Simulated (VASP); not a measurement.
**Run report: Co, single-point calculation (part 4 of 5)**

Co (P6₃/mmc, 36 atoms in the cell); Kohn-Sham DFT of a periodic cell, LDA, VASP PAW LDA potentials, recommended, spin-polarised (VASP 6.6.1); cutoff 340 eV, 3×3×3 k-mesh, methfessel-paxton of 0.1 eV, collinear spins. The structure derives from a Materials Project entry. It belongs to a series of runs on one base structure; here: grid = ENCUT=340 dk=0.35 cell=3x3x2 ISMEAR=1 SIGMA=0.1 LREAL=Auto EDIFF=1e-06. The settings are looser than a standard set-up, so the numbers are not reference values.

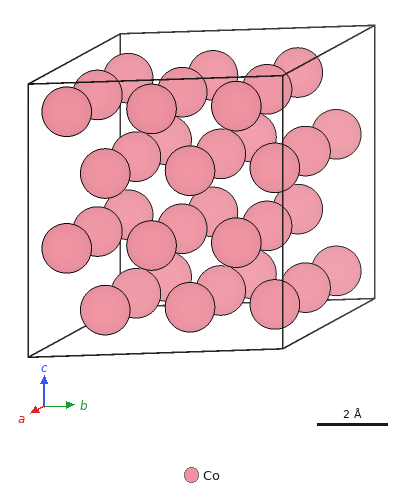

The structure as given in the input (spheres-only view of the cell of the calculation, seen slightly off an axis). An atom can appear more than once, as a periodic image.

Parts of OUTCAR, continued
```
    153      10.8248     -0.00000
    154      10.9266     -0.00000
    155      10.9266     -0.00000
    156      10.9598     -0.00000
    157      10.9598     -0.00000
    158      11.0771     -0.00000
    159      11.0771     -0.00000
    160      11.0771     -0.00000
    161      11.0771     -0.00000
    162      11.1943     -0.00000
    163      11.1943     -0.00000
    164      11.2351     -0.00000
    165      11.2351     -0.00000
    166      11.2451     -0.00000
    167      11.2673     -0.00000
    168      11.2766     -0.00000
    169      11.2766     -0.00000
    170      11.3041     -0.00000
    171      11.3041     -0.00000
    172      11.3041     -0.00000
    173      11.3041     -0.00000
    174      11.3193     -0.00000

 k-point     3 :       0.3333    0.3333    0.0000
  band No.  band energies     occupation
      1       2.6201      1.00000
      2       2.6201      1.00000
      3       2.6201      1.00000
      4       4.7192      1.00000
      5       4.7192      1.00000
      6       4.7192      1.00000
      7       4.7192      1.00000
      8       4.7192      1.00000
      9       4.7192      1.00000
     10       5.6761      1.00000
     11       5.6761      1.00000
     12       5.6761      1.00000
     13       6.3608      1.00000
     14       6.3608      1.00000
     15       6.3608      1.00000
     16       6.3608      1.00000
     17       6.3608      1.00000
     18       6.3608      1.00000
     19       6.4856      1.00000
     20       6.4856      1.00000
     21       6.4856      1.00000
     22       6.4856      1.00000
     23       6.4856      1.00000
     24       6.4856      1.00000
     25       6.4950      1.00000
     26       6.4950      1.00000
     27       6.4950      1.00000
     28       6.6911      1.00000
     29       6.6911      1.00000
     30       6.6911      1.00000
     31       6.7137      1.00000
     32       6.7137      1.00000
     33       6.7137      1.00000
     34       6.9088      1.00000
     35       6.9088      1.00000
     36       6.9088      1.00000
     37       7.1964      1.00000
     38       7.1964      1.00000
     39       7.1964      1.00000
     40       7.4492      1.00000
     41       7.4492      1.00000
     42       7.4492      1.00000
     43       7.5119      1.00000
     44       7.5119      1.00000
     45       7.5119      1.00000
     46       7.8223      1.00000
     47       7.8223      1.00000
     48       7.8223      1.00000
     49       7.8223      1.00000
     50       7.8223      1.00000
     51       7.8223      1.00000
     52       8.0547      1.00000
     53       8.0547      1.00000
     54       8.0547      1.00000
     55       8.0547      1.00000
     56       8.0547      1.00000
     57       8.0547      1.00000
     58       8.1859      1.00000
     59       8.1859      1.00000
     60       8.1859      1.00000
     61       8.1859      1.00000
     62       8.1859      1.00000
     63       8.1859      1.00000
     64       8.2098      1.00000
     65       8.2098      1.00000
     66       8.2098      1.00000
     67       8.2617      1.00000
     68       8.2617      1.00000
     69       8.2617      1.00000
     70       8.3463      1.00000
     71       8.3463      1.00000
     72       8.3463      1.00000
     73       8.5727      1.00000
     74       8.5727      1.00000
     75       8.5727      1.00000
     76       8.5727      1.00000
     77       8.5727      1.00000
     78       8.5727      1.00000
     79       8.7536      1.00000
     80       8.7536      1.00000
     81       8.7536      1.00000
     82       8.8502      1.00000
     83       8.8502      1.00000
     84       8.8502      1.00000
     85       8.8502      1.00000
     86       8.8502      1.00000
     87       8.8502      1.00000
     88       8.9060      1.00000
     89       8.9060      1.00000
     90       8.9060      1.00000
     91       9.0310      1.00000
     92       9.0310      1.00000
     93       9.0310      1.00000
     94       9.1849      1.00000
     95       9.1849      1.00000
     96       9.1849      1.00000
     97       9.3080      1.00000
     98       9.3080      1.00000
     99       9.3080      1.00000
    100       9.3352      1.00000
    101       9.3352      1.00000
    102       9.3352      1.00000
    103       9.4235      1.00000
    104       9.4235      1.00000
    105       9.4235      1.00000
    106       9.4301      1.00000
    107       9.4301      1.00000
    108       9.4301      1.00000
    109       9.4301      1.00000
    110       9.4301      1.00000
    111       9.4301      1.00000
    112       9.5260      1.00000
    113       9.5260      1.00000
    114       9.5260      1.00000
    115       9.5819      1.00000
    116       9.5819      1.00000
    117       9.5819      1.00000
    118       9.5819      1.00000
    119       9.5819      1.00000
    120       9.5819      1.00000
    121       9.6345      1.00000
    122       9.6345      1.00000
    123       9.6345      1.00000
    124       9.8188      1.00000
    125       9.8188      1.00000
    126       9.8188      1.00000
    127       9.8337      1.00001
    128       9.8337      1.00001
    129       9.8337      1.00001
    130       9.8424      1.00002
    131       9.8424      1.00002
    132       9.8424      1.00002
    133       9.8424      1.00002
    134       9.8424      1.00002
    135       9.8424      1.00002
    136      10.1481      0.68596
    137      10.1481      0.68596
    138      10.1481      0.68596
    139      10.3503     -0.01458
    140      10.3503     -0.01458
    141      10.3503     -0.01458
    142      10.3944     -0.00345
    143      10.3944     -0.00345
    144      10.3944     -0.00345
    145      10.3944     -0.00345
    146      10.3944     -0.00345
    147      10.3944     -0.00345
    148      10.8111     -0.00000
    149      10.8111     -0.00000
    150      10.8111     -0.00000
    151      10.8111     -0.00000
    152      10.8111     -0.00000
    153      10.8111     -0.00000
    154      11.1855     -0.00000
    155      11.1855     -0.00000
    156      11.1855     -0.00000
    157      11.1855     -0.00000
    158      11.1855     -0.00000
    159      11.1855     -0.00000
    160      11.1971     -0.00000
    161      11.1971     -0.00000
    162      11.1971     -0.00000
    163      11.2753     -0.00000
    164      11.2753     -0.00000
    165      11.2753     -0.00000
    166      11.2929     -0.00000
    167      11.2929     -0.00000
    168      11.2929     -0.00000
    169      11.2933     -0.00000
    170      11.2933     -0.00000
    171      11.2933     -0.00000
    172      11.3028     -0.00000
    173      11.3028     -0.00000
    174      11.3028     -0.00000

 k-point     4 :       0.0000    0.0000    0.3333
  band No.  band energies     occupation
      1       1.6187      1.00000
      2       2.4327      1.00000
      3       4.8787      1.00000
      4       4.8787      1.00000
      5       4.8787      1.00000
      6       4.8787      1.00000
      7       4.8787      1.00000
      8       4.8787      1.00000
      9       4.9487      1.00000
     10       5.2940      1.00000
     11       5.2940      1.00000
     12       5.2940      1.00000
     13       5.2940      1.00000
     14       5.2940      1.00000
     15       5.2940      1.00000
     16       5.7288      1.00000
     17       6.4804      1.00000
     18       6.4804      1.00000
     19       6.4804      1.00000
     20       6.4804      1.00000
     21       6.4804      1.00000
     22       6.4804      1.00000
     23       6.8734      1.00000
     24       6.8734      1.00000
     25       6.8734      1.00000
     26       6.8734      1.00000
     27       6.8734      1.00000
     28       6.8734      1.00000
     29       7.1814      1.00000
     30       7.1814      1.00000
     31       7.2723      1.00000
     32       7.2723      1.00000
     33       7.2723      1.00000
     34       7.2723      1.00000
     35       7.2723      1.00000
     36       7.2723      1.00000
     37       7.3704      1.00000
     38       7.3704      1.00000
     39       7.3704      1.00000
     40       7.3704      1.00000
     41       7.3830      1.00000
     42       7.3830      1.00000
     43       7.5031      1.00000
     44       7.5031      1.00000
     45       7.5031      1.00000
     46       7.5031      1.00000
     47       7.5191      1.00000
     48       7.5191      1.00000
     49       7.5191      1.00000
     50       7.5191      1.00000
     51       7.5191      1.00000
     52       7.5191      1.00000
     53       7.5567      1.00000
     54       7.5567      1.00000
     55       7.6022      1.00000
     56       7.6022      1.00000
     57       8.1222      1.00000
     58       8.1222      1.00000
     59       8.1222      1.00000
     60       8.1222      1.00000
     61       8.1222      1.00000
     62       8.1222      1.00000
     63       8.1457      1.00000
     64       8.1457      1.00000
     65       8.1457      1.00000
     66       8.1457      1.00000
     67       8.1457      1.00000
     68       8.1457      1.00000
     69       8.5151      1.00000
     70       8.5151      1.00000
     71       8.5151      1.00000
     72       8.5151      1.00000
     73       8.6673      1.00000
     74       8.6673      1.00000
     75       8.6673      1.00000
     76       8.6673      1.00000
     77       8.6861      1.00000
     78       8.7642      1.00000
     79       8.9852      1.00000
     80       9.0149      1.00000
     81       9.0149      1.00000
     82       9.0221      1.00000
     83       9.0221      1.00000
     84       9.0221      1.00000
     85       9.0221      1.00000
     86       9.0221      1.00000
     87       9.0221      1.00000
     88       9.0249      1.00000
     89       9.0249      1.00000
     90       9.0249      1.00000
     91       9.0249      1.00000
     92       9.0249      1.00000
     93       9.0249      1.00000
     94       9.0703      1.00000
     95       9.0703      1.00000
     96       9.2355      1.00000
     97       9.2355      1.00000
     98       9.3023      1.00000
     99       9.3023      1.00000
    100       9.3023      1.00000
    101       9.3023      1.00000
    102       9.3023      1.00000
    103       9.3023      1.00000
    104       9.4166      1.00000
    105       9.4166      1.00000
    106       9.5051      1.00000
    107       9.5082      1.00000
    108       9.5082      1.00000
    109       9.5082      1.00000
    110       9.5082      1.00000
    111       9.5082      1.00000
    112       9.5082      1.00000
    113       9.5898      1.00000
    114       9.5898      1.00000
    115       9.5898      1.00000
    116       9.5898      1.00000
    117       9.5898      1.00000
    118       9.5898      1.00000
    119       9.6089      1.00000
    120       9.6089      1.00000
    121       9.6089      1.00000
    122       9.6089      1.00000
    123       9.6089      1.00000
    124       9.6089      1.00000
    125       9.7568      1.00000
    126       9.7568      1.00000
    127       9.7657      1.00000
    128       9.7657      1.00000
    129      10.1335      0.79192
    130      10.1335      0.79192
    131      10.3552     -0.01273
    132      10.3552     -0.01273
    133      10.4502     -0.00028
    134      10.4502     -0.00028
    135      10.4502     -0.00028
    136      10.4502     -0.00028
    137      10.4502     -0.00028
    138      10.4502     -0.00028
    139      10.4906     -0.00003
    140      10.4906     -0.00003
    141      10.7557     -0.00000
    142      10.7557     -0.00000
    143      10.7557     -0.00000
    144      10.7557     -0.00000
    145      10.7557     -0.00000
    146      10.7557     -0.00000
    147      10.7888     -0.00000
    148      10.7888     -0.00000
    149      10.7888     -0.00000
    150      10.7888     -0.00000
    151      10.7888     -0.00000
    152      10.7888     -0.00000
    153      10.8119     -0.00000
    154      10.8119     -0.00000
    155      10.8119     -0.00000
    156      10.8119     -0.00000
    157      10.8119     -0.00000
    158      10.8119     -0.00000
    159      10.8904     -0.00000
    160      10.8904     -0.00000
    161      10.8904     -0.00000
    162      10.8904     -0.00000
    163      10.8904     -0.00000
    164      10.8904     -0.00000
    165      10.9044     -0.00000
    166      10.9044     -0.00000
    167      10.9545     -0.00000
    168      10.9545     -0.00000
    169      10.9545     -0.00000
    170      10.9545     -0.00000
    171      10.9545     -0.00000
    172      10.9545     -0.00000
    173      11.0698     -0.00000
    174      11.0698     -0.00000

 k-point     5 :       0.3333   -0.0000    0.3333
  band No.  band energies     occupation
      1       2.0515      1.00000
      2       2.8441      1.00000
      3       3.2612      1.00000
      4       3.9620      1.00000
      5       4.3366      1.00000
      6       4.3366      1.00000
      7       4.9062      1.00000
      8       4.9062      1.00000
      9       5.2992      1.00000
     10       5.8090      1.00000
     11       5.8090      1.00000
     12       5.9393      1.00000
     13       5.9639      1.00000
     14       5.9715      1.00000
     15       5.9715      1.00000
     16       6.0470      1.00000
     17       6.1018      1.00000
     18       6.4473      1.00000
     19       6.5651      1.00000
     20       6.5651      1.00000
     21       6.6017      1.00000
     22       6.6522      1.00000
     23       6.6522      1.00000
     24       6.7256      1.00000
     25       6.7256      1.00000
     26       6.7264      1.00000
     27       6.7264      1.00000
     28       6.7409      1.00000
     29       6.9027      1.00000
     30       6.9027      1.00000
     31       7.0985      1.00000
     32       7.0985      1.00000
     33       7.1309      1.00000
     34       7.1309      1.00000
     35       7.2054      1.00000
     36       7.2054      1.00000
     37       7.2094      1.00000
     38       7.2094      1.00000
     39       7.2259      1.00000
     40       7.2869      1.00000
     41       7.2869      1.00000
     42       7.4100      1.00000
     43       7.4100      1.00000
     44       7.5075      1.00000
     45       7.5118      1.00000
     46       7.5118      1.00000
     47       7.6020      1.00000
     48       7.6020      1.00000
     49       7.6359      1.00000
     50       7.6359      1.00000
     51       7.7136      1.00000
     52       7.7136      1.00000
     53       7.7617      1.00000
     54       7.7830      1.00000
     55       7.8175      1.00000
     56       7.9034      1.00000
     57       7.9575      1.00000
     58       7.9575      1.00000
     59       8.0365      1.00000
     60       8.0365      1.00000
     61       8.0535      1.00000
     62       8.0535      1.00000
     63       8.0747      1.00000
     64       8.0747      1.00000
     65       8.1865      1.00000
     66       8.1865      1.00000
     67       8.2768      1.00000
     68       8.3496      1.00000
     69       8.4410      1.00000
     70       8.4435      1.00000
     71       8.4435      1.00000
     72       8.6623      1.00000
     73       8.6623      1.00000
     74       8.6726      1.00000
     75       8.6948      1.00000
     76       8.7028      1.00000
     77       8.7028      1.00000
     78       8.7412      1.00000
     79       8.7506      1.00000
     80       8.8365      1.00000
     81       8.8816      1.00000
     82       8.8816      1.00000
     83       8.8833      1.00000
     84       8.8833      1.00000
     85       8.9059      1.00000
     86       8.9059      1.00000
     87       8.9340      1.00000
     88       8.9340      1.00000
     89       8.9385      1.00000
     90       8.9385      1.00000
     91       8.9599      1.00000
     92       9.0780      1.00000
     93       9.0780      1.00000
     94       9.1351      1.00000
     95       9.1500      1.00000
     96       9.1937      1.00000
     97       9.2048      1.00000
     98       9.2361      1.00000
     99       9.2361      1.00000
    100       9.2632      1.00000
    101       9.2732      1.00000
    102       9.3230      1.00000
    103       9.3230      1.00000
    104       9.4105      1.00000
    105       9.4201      1.00000
    106       9.4331      1.00000
    107       9.4331      1.00000
    108       9.4385      1.00000
    109       9.4571      1.00000
    110       9.4571      1.00000
    111       9.4602      1.00000
    112       9.4796      1.00000
    113       9.4796      1.00000
    114       9.4909      1.00000
    115       9.5181      1.00000
    116       9.5366      1.00000
    117       9.5687      1.00000
    118       9.5806      1.00000
    119       9.5806      1.00000
    120       9.6028      1.00000
    121       9.6479      1.00000
    122       9.6479      1.00000
    123       9.7675      1.00000
    124       9.7675      1.00000
    125       9.7741      1.00000
    126       9.7741      1.00000
    127       9.8268      1.00001
    128       9.9033      1.00052
    129      10.0463      1.03541
    130      10.0478      1.03546
    131      10.0875      0.99776
    132      10.1646      0.55077
    133      10.1646      0.55077
    134      10.1893      0.34544
    135      10.2107      0.18959
    136      10.2107      0.18959
    137      10.2153      0.16052
    138      10.4106     -0.00179
    139      10.4106     -0.00179
    140      10.4388     -0.00049
    141      10.4672     -0.00011
    142      10.4988     -0.00002
    143      10.4988     -0.00002
    144      10.5074     -0.00001
    145      10.6439     -0.00000
    146      10.6727     -0.00000
    147      10.6837     -0.00000
    148      10.6837     -0.00000
    149      10.7662     -0.00000
    150      10.7662     -0.00000
    151      10.7843     -0.00000
    152      10.7843     -0.00000
    153      10.8017     -0.00000
    154      10.8017     -0.00000
    155      10.8388     -0.00000
    156      10.8388     -0.00000
    157      10.8942     -0.00000
    158      10.9205     -0.00000
    159      10.9205     -0.00000
    160      10.9907     -0.00000
    161      10.9907     -0.00000
    162      10.9909     -0.00000
    163      10.9909     -0.00000
    164      11.0382     -0.00000
    165      11.0382     -0.00000
    166      11.0801     -0.00000
    167      11.1007     -0.00000
    168      11.1283     -0.00000
    169      11.1283     -0.00000
    170      11.1654     -0.00000
    171      11.2123     -0.00000
    172      11.2664     -0.00000
    173      11.2664     -0.00000
    174      11.2708     -0.00000
```
